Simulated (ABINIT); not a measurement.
## Run report: CoO, geometry relaxation (part 4 of 4)

Continued. System: CoO (I4/mmm, 2 atoms in the cell). Method: Kohn-Sham DFT of a periodic cell, PBEsol, PseudoDojo NC SR PBEsol v0.4.1 standard, spin-polarised (ABINIT 10.8.3); cutoff 1306.15 eV, 9×9×9 k-mesh, fermi-dirac of 0.05 eV, collinear spins. The structure derives from an entry of the Crystallography Open Database.

Geometry of the input (Å; fractional positions):
```
-1.5080  1.5080  2.1072
1.5080  -1.5080  2.1072
1.5080  1.5080  -2.1072
Co 0.0000  0.0000  0.0000
O  0.5000  0.5000  0.0000
```

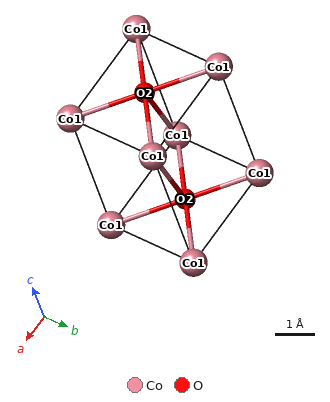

Fig. 1: The geometry at step 3 of the log (ball-and-stick view of the cell of the calculation, seen at an oblique angle; atoms are numbered from 1 in the order of the input).

Log, continued
```
 Cartesian coordinates (xcart) [bohr]
 -5.31301918961018E-30 -4.97324498497898E-30 -3.50753928269900E-30
 -3.42003039382626E-16  2.76298103079512E-16  3.93782829795647E+00
 Reduced coordinates (xred)
 -1.33836175094975E-30 -1.39937168919005E-30 -1.84700407936009E-30
  5.00000000000000E-01  5.00000000000000E-01 -1.17979942305724E-17
 Cartesian forces (fcart) [Ha/bohr]; max,rms= 0.00000E+00 0.00000E+00 (free atoms)
 -0.00000000000000E+00 -0.00000000000000E+00 -0.00000000000000E+00
 -0.00000000000000E+00 -0.00000000000000E+00 -0.00000000000000E+00
 Gradient of E wrt nuclear positions in reduced coordinates (gred)
 -0.00000000000000E+00 -0.00000000000000E+00 -0.00000000000000E+00
 -0.00000000000000E+00 -0.00000000000000E+00 -0.00000000000000E+00
 Scale of Primitive Cell (acell) [bohr]
  5.56904588863045E+00  5.56904588863045E+00  5.56904588863045E+00
 Real space primitive translations (rprimd) [bohr]
 -2.78458079479524E+00  2.78458079479524E+00  3.93782829795647E+00
  2.78458079479524E+00 -2.78458079479524E+00  3.93782829795647E+00
  2.78458079479524E+00  2.78458079479524E+00 -3.93782829795647E+00
 Unitary Cell Volume (ucvol) [Bohr^3]=  1.22133953038427E+02
 Angles (23,13,12)= [degrees]
  1.19998625484408E+02  1.19998625484408E+02  9.00023807473281E+01
 Lengths [Bohr]
  5.56904588863045E+00  5.56904588863045E+00  5.56904588863045E+00
 Stress tensor in cartesian coordinates (strten) [Ha/bohr^3]
 -2.26348600904092E-08  0.00000000000000E+00  0.00000000000000E+00
  0.00000000000000E+00 -2.26348600834703E-08  0.00000000000000E+00
  0.00000000000000E+00  0.00000000000000E+00 -1.19566630200907E-07
 Total energy (etotal) [Ha]= -1.69270660926179E+02

 Difference of energy with previous step (new-old):
           Absolute (Ha)=-5.61622E-08
           Relative     =-3.31789E-10

 At Broyd/MD step   6, gradients are converged :
  max grad (force/stress) = 1.1957E-05 < tolmxf= 2.0000E-05 ha/bohr (free atoms)

================================================================================

 ----iterations are completed or convergence reached----

 Mean square residual over all n,k,spin=   53.164E-16; max=  82.459E-13
 reduced coordinates (array xred) for    2 atoms
      -0.000000000000     -0.000000000000     -0.000000000000
       0.500000000000      0.500000000000     -0.000000000000
 rms dE/dt=  0.0000E+00; max dE/dt=  0.0000E+00; dE/dt below (all hartree)
    1       0.000000000000      0.000000000000      0.000000000000
    2       0.000000000000      0.000000000000      0.000000000000

 cartesian coordinates (angstrom) at end:
    1     -0.00000000000000    -0.00000000000000    -0.00000000000000
    2     -0.00000000000000     0.00000000000000     2.08380899431383

 cartesian forces (hartree/bohr) at end:
    1     -0.00000000000000    -0.00000000000000    -0.00000000000000
    2     -0.00000000000000    -0.00000000000000    -0.00000000000000
 frms,max,avg= 0.0000000E+00 0.0000000E+00   0.000E+00  0.000E+00  0.000E+00 h/b

 cartesian forces (eV/Angstrom) at end:
    1     -0.00000000000000    -0.00000000000000    -0.00000000000000
    2     -0.00000000000000    -0.00000000000000    -0.00000000000000
 frms,max,avg= 0.0000000E+00 0.0000000E+00   0.000E+00  0.000E+00  0.000E+00 e/A
 length scales=  5.569045888630  5.569045888630  5.569045888630 bohr
              =  2.947012168737  2.947012168737  2.947012168737 angstroms
 Fermi (or HOMO) energy (hartree) =   0.36184   Average Vxc (hartree)=  -0.49817
 Magnetization (Bohr magneton)=  2.81017658E+00
 Total spin up =  1.29050883E+01   Total spin down =  1.00949117E+01
 Eigenvalues (hartree) for nkpt=  75  k points, SPIN UP:
 kpt#   1, nband= 16, wtk=  0.00137, kpt=  0.0000  0.0000  0.0000 (reduced coord)
  -3.18059   -1.83847   -1.83846   -1.83846   -0.40513    0.22994    0.22994    0.22994
   0.23761    0.23761    0.24258    0.24258    0.24259    0.40540    0.97540    1.03608
      occupation numbers for kpt#   1
   1.00000    1.00000    1.00000    1.00000    1.00000    1.00000    1.00000    1.00000
   1.00000    1.00000    1.00000    1.00000    1.00000    0.00000    0.00000    0.00000
 prteigrs : prtvol=0 or 1, do not print more k-points.

 Eigenvalues (hartree) for nkpt=  75  k points, SPIN DOWN:
 kpt#   1, nband= 16, wtk=  0.00137, kpt=  0.0000  0.0000  0.0000 (reduced coord)
  -3.09029   -1.74298   -1.74298   -1.74298   -0.38677    0.25123    0.25124    0.25124
   0.31581    0.31581    0.31582    0.35199    0.35199    0.42356    0.97334    1.05619
      occupation numbers for kpt#   1
   1.00000    1.00000    1.00000    1.00000    1.00000    1.00000    1.00000    1.00000
   1.00000    1.00000    1.00000    0.99534    0.99534    0.00000    0.00000    0.00000
 prteigrs : prtvol=0 or 1, do not print more k-points.

--- !EnergyTerms
iteration_state     : {dtset: 1, itime: 6, icycle: 1, }
comment             : Components of total free energy in Hartree
kinetic             :  7.92313792486188E+01
hartree             :  4.41664107535778E+01
xc                  : -3.19721147593625E+01
Ewald energy        : -1.08710824708981E+02
psp_core            :  4.71213271435129E+00
local_psp           : -1.34860489902647E+02
non_local_psp       : -2.18360229987901E+01
internal            : -1.69269529653233E+02
'-kT*entropy'       : -1.13127294649404E-03
total_energy        : -1.69270660926179E+02
total_energy_eV     : -4.60608933457474E+03
band_energy         : -1.47800767176613E+01
...

 Cartesian components of stress tensor (hartree/bohr^3)
  sigma(1 1)= -2.26348601E-08  sigma(3 2)=  0.00000000E+00
  sigma(2 2)= -2.26348601E-08  sigma(3 1)=  0.00000000E+00
  sigma(3 3)= -1.19566630E-07  sigma(2 1)=  0.00000000E+00

-Cartesian components of stress tensor (GPa)         [Pressure=  1.6166E-03 GPa]
- sigma(1 1)= -6.65940575E-04  sigma(3 2)=  0.00000000E+00
- sigma(2 2)= -6.65940575E-04  sigma(3 1)=  0.00000000E+00
- sigma(3 3)= -3.51777171E-03  sigma(2 1)=  0.00000000E+00

== END DATASET(S) ==============================================================
================================================================================

 -outvars: echo values of variables after computation  --------
            acell      5.5690458886E+00  5.5690458886E+00  5.5690458886E+00 Bohr
           etotal     -1.6927066093E+02
            fcart     -0.0000000000E+00 -0.0000000000E+00 -0.0000000000E+00
                      -0.0000000000E+00 -0.0000000000E+00 -0.0000000000E+00
            rprim     -5.0001038786E-01  5.0001038786E-01  7.0709209023E-01
                       5.0001038786E-01 -5.0001038786E-01  7.0709209023E-01
                       5.0001038786E-01  5.0001038786E-01 -7.0709209023E-01
           strten     -2.2634860090E-08 -2.2634860083E-08 -1.1956663020E-07
                       0.0000000000E+00  0.0000000000E+00  0.0000000000E+00
           xangst     -2.8115286743E-30 -2.6317279085E-30 -1.8561098535E-30
                      -1.8098021438E-16  1.4621065947E-16  2.0838089943E+00
             xred     -1.3383617509E-30 -1.3993716892E-30 -1.8470040794E-30
                       5.0000000000E-01  5.0000000000E-01 -1.1797994231E-17
 Calculation completed.
```

Trajectory as extended XYZ (Å, eV, eV/Å), 6 frames, from step=0 to step=5
```
2
Lattice="-1.5080 1.5080 2.1072 1.5080 -1.5080 2.1072 1.5080 1.5080 -2.1072" Properties=species:S:1:pos:R:3:forces:R:3 step=0 energy=-4606.05691
Co    0.0000    0.0000    0.0000    0.0000   0.0000   0.0000
O     0.0000    0.0000    2.1072    0.0000   0.0000   0.0000
2
Lattice="-1.4932 1.4932 2.0878 1.4932 -1.4932 2.0878 1.4932 1.4932 -2.0878" Properties=species:S:1:pos:R:3:forces:R:3 step=1 energy=-4606.08120
Co    0.0000    0.0000    0.0000    0.0000   0.0000   0.0000
O     0.0000    0.0000    2.0878    0.0000   0.0000   0.0000
2
Lattice="-1.4788 1.4788 2.0696 1.4788 -1.4788 2.0696 1.4788 1.4788 -2.0696" Properties=species:S:1:pos:R:3:forces:R:3 step=2 energy=-4606.08906
Co    0.0000    0.0000    0.0000    0.0000   0.0000   0.0000
O     0.0000    0.0000    2.0696    0.0000   0.0000   0.0000
2
Lattice="-1.4784 1.4784 2.0705 1.4784 -1.4784 2.0705 1.4784 1.4784 -2.0705" Properties=species:S:1:pos:R:3:forces:R:3 step=3 energy=-4606.08909
Co    0.0000    0.0000    0.0000    0.0000   0.0000   0.0000
O     0.0000    0.0000    2.0705    0.0000   0.0000   0.0000
2
Lattice="-1.4734 1.4734 2.0833 1.4734 -1.4734 2.0833 1.4734 1.4734 -2.0833" Properties=species:S:1:pos:R:3:forces:R:3 step=4 energy=-4606.08933
Co    0.0000    0.0000    0.0000    0.0000   0.0000   0.0000
O     0.0000    0.0000    2.0833    0.0000   0.0000   0.0000
2
Lattice="-1.4735 1.4735 2.0838 1.4735 -1.4735 2.0838 1.4735 1.4735 -2.0838" Properties=species:S:1:pos:R:3:forces:R:3 step=5 energy=-4606.08933
Co    0.0000    0.0000    0.0000    0.0000   0.0000   0.0000
O     0.0000    0.0000    2.0838    0.0000   0.0000   0.0000
```

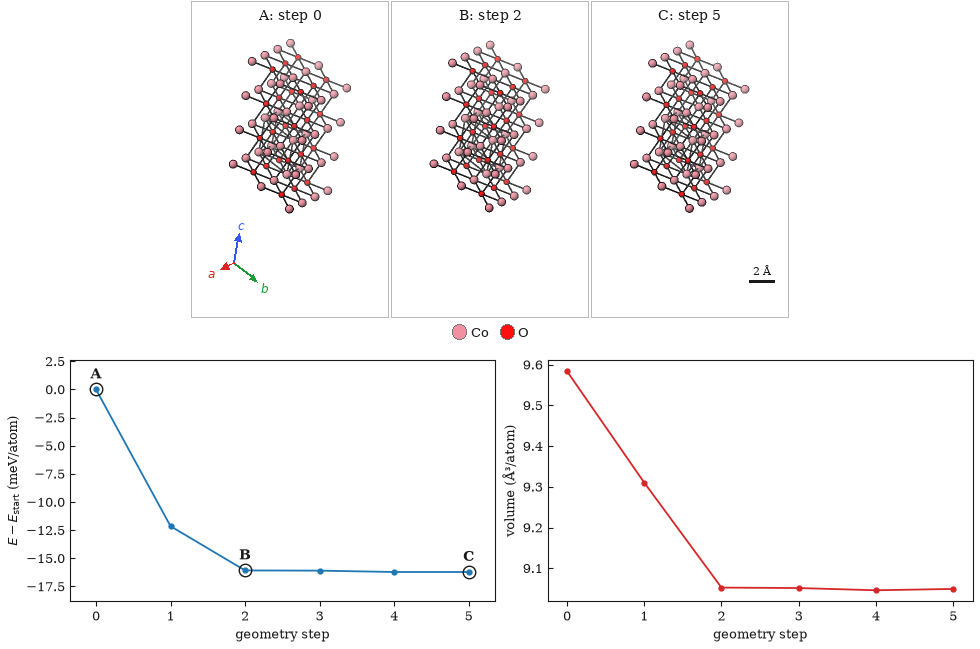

Fig. 2: Frames of the relaxation (ball-and-stick view of the cell of the calculation, repeated 3 × 2 × 3, seen slightly off an axis) above the curves, on which the letters mark them (steps are counted from 0).

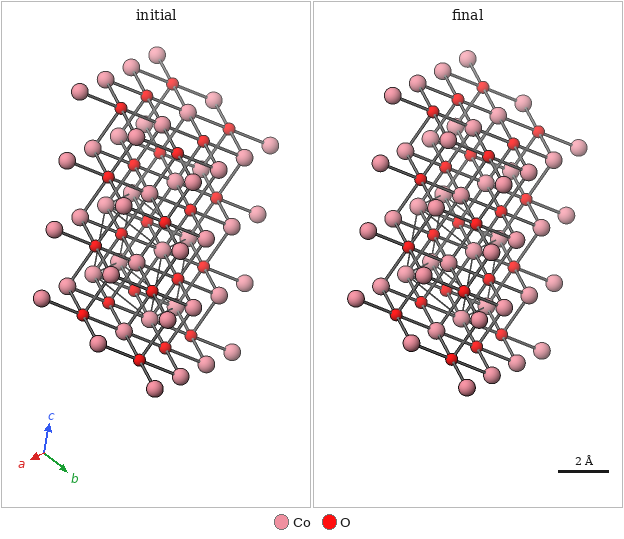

Fig. 3: Before (left) and after (right) the relaxation, at one scale (ball-and-stick view of the cell of the calculation, repeated 3 × 2 × 3, seen slightly off an axis). The atoms keep their places relative to the cell (all moves are under 0.005 Å). Cell: a = b = c 2.998 → 2.947 Å (−1.7 %), α 119.6° → 120.0°, β 119.6° → 120.0°, γ 90.7° → 90.0°. Volume −5.6 %. Among the contacts that change: Co1–O2 2.133 → 2.084 Å. The space group (tolerance 0.01 Å) goes from I4/mmm (No. 139) to Fm-3m (No. 225). After 5 geometry steps the energy has fallen by 16.2 meV per atom. All forces vanish by symmetry, so only the cell relaxes. (Atoms are counted from 1 in the order of the input.)

Summary

- outcome: converged
- space group (tolerance 0.01 Å): I4/mmm (139) → Fm-3m (225)
- electrons treated: 23
- free energy: −4606.0893 eV
- Fermi energy: 9.846 eV
- gap on the k-point mesh: none (metallic)
- net moment of the cell: 2.81 μB
- pressure: 0.00 GPa
- final volume: 18.10 Å³
- largest force (length of the vector) at the end: under 0.001 eV/Å
- final cell: a = 2.947 Å, b = 2.947 Å, c = 2.947 Å, α = 120.00°, β = 120.00°, γ = 90.00°
- wall time: 5.6 min (CPU time 22 min)
- peak memory: 0.48 GiB
